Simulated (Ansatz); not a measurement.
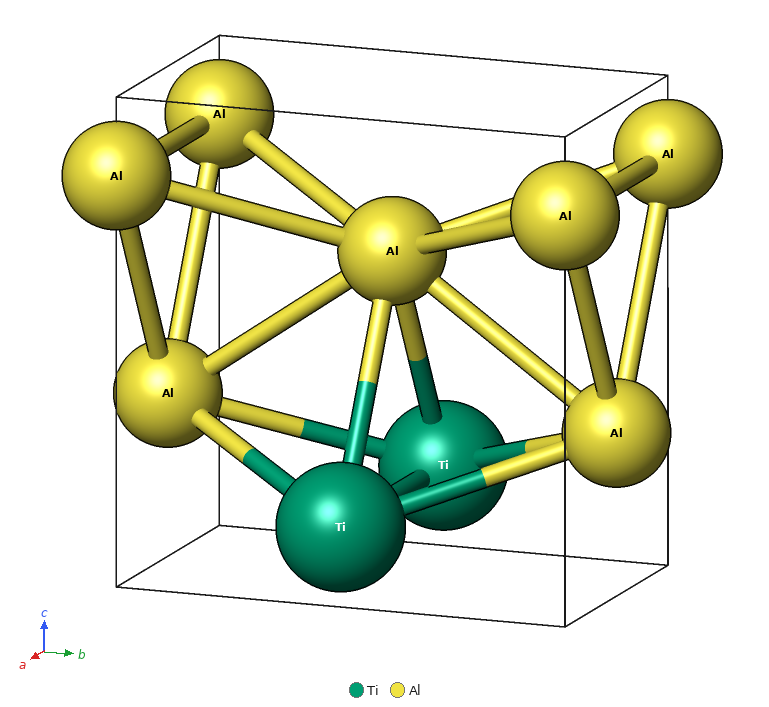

Figure: ball-and-stick view slightly off an axis. The lines enclose the conventional unit cell; boundary atoms appear with their images. Cell: a = 2.781 Å, b = 4.671 Å, c = 4.893 Å, α = 90.00°, β = 90.00°, γ = 90.00°.

What structure is drawn here?

This is TiAl$_{3}$. The lattice is primitive orthorhombic and the space group Pmm2 (No. 25). In the cell are 1 Ti, 3 Al, which makes 1 formula unit. The coordination shell of Ti holds ten Al and two Ti in an anticuboctahedral arrangement (about 2.8 Å to Al, 2.8 Å to Ti). Al takes three kinds of site: 1d with eight Al and four Ti in an anticuboctahedral arrangement (about 2.8 to 2.9 Å to Al, 2.8 Å to Ti); 1c with eight Al and four Ti in an anticuboctahedral arrangement (about 2.8 Å to Al, 2.8 Å to Ti); 1a with ten Al and two Ti in an anticuboctahedral arrangement (about 2.8 to 2.9 Å to Al, 2.8 Å to Ti). The bonds build a three-dimensional framework.

Its origin is a structure listed in the Materials Project. Earlier steps of the study, as a rule a relaxation of our own, may have changed the cell and positions, so they can lie some per cent off the listed ones. It went into a calculation with Ansatz.
